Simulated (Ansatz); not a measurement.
Input file:

```
crystal:
  lattice:
    - [-2.0446004822, 2.0446004822, 2.8914013846]
    - [2.0446004822, -2.0446004822, 2.8914013846]
    - [2.0446004822, 2.0446004822, -2.8914013846]
  atoms:
    - { symbol: Al, position: [0.75, 0.25, 0.5] }
    - { symbol: Al, position: [0.25, 0.75, 0.5] }
    - { symbol: Cu, position: [0.5, 0.5, 0.0] }
basis:
  ecutwfc: 520.0
kpoints:
  mp_grid: { grid: [14, 14, 14] }
hamiltonian:
  xc: pbe
  pseudopotentials: { kind: paw, azcp: { folder: soft_1 } }
scf:
  occupations: { method: gaussian, width: 0.15 }
output:
  forces: true
  stress: true
  eigenvalues: true
  write_density: true
  write_potential: true
  elf: true
  volumetric_format: npy
```

Run with:

```sh
ansatz run input.yaml --threads 2 --pin off --max-ram 4096MiB --backend cpu --events-out ev --progress --plain --runs-dir out
```

Below, planes, directions and counts refer to the conventional cell (a = 5.78 Å, b = 5.78 Å, c = 5.78 Å, α = 90.00°, β = 90.00°, γ = 90.00°).

Space group Fm-3m; a structure from a database of computed crystals, not necessarily the ambient phase; computed without spin polarisation; PAW files of the earlier set (soft_1).

These are results of Ansatz 0.2.0, DFT PBE, scalar-relativistic, plane waves, PAW, not measurements.

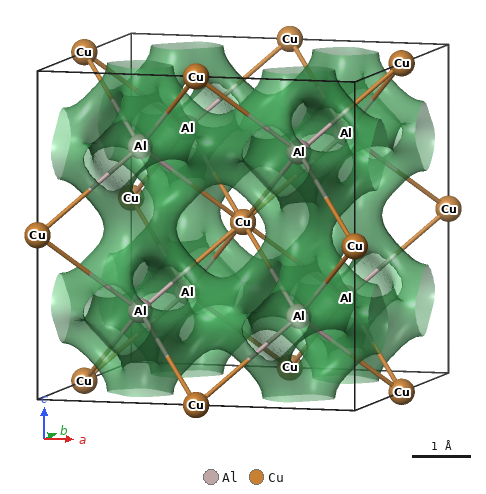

Al2Cu. Isosurface of the ELF at 0.55 (green), seen slightly off an axis. Core shells and regions of very low density are left out. Sticks mark near contacts.

### Identify the bonds, lone pairs and shells in this picture.

The ELF exceeds this value in one network that runs through the whole crystal, counted in one cell of 12 atoms. Any copies at cell faces, edges or corners count once. Along the contacts the grid gives the following. Al–Cu (2.50 Å): the ELF peaks at about 0.70 between the atoms.
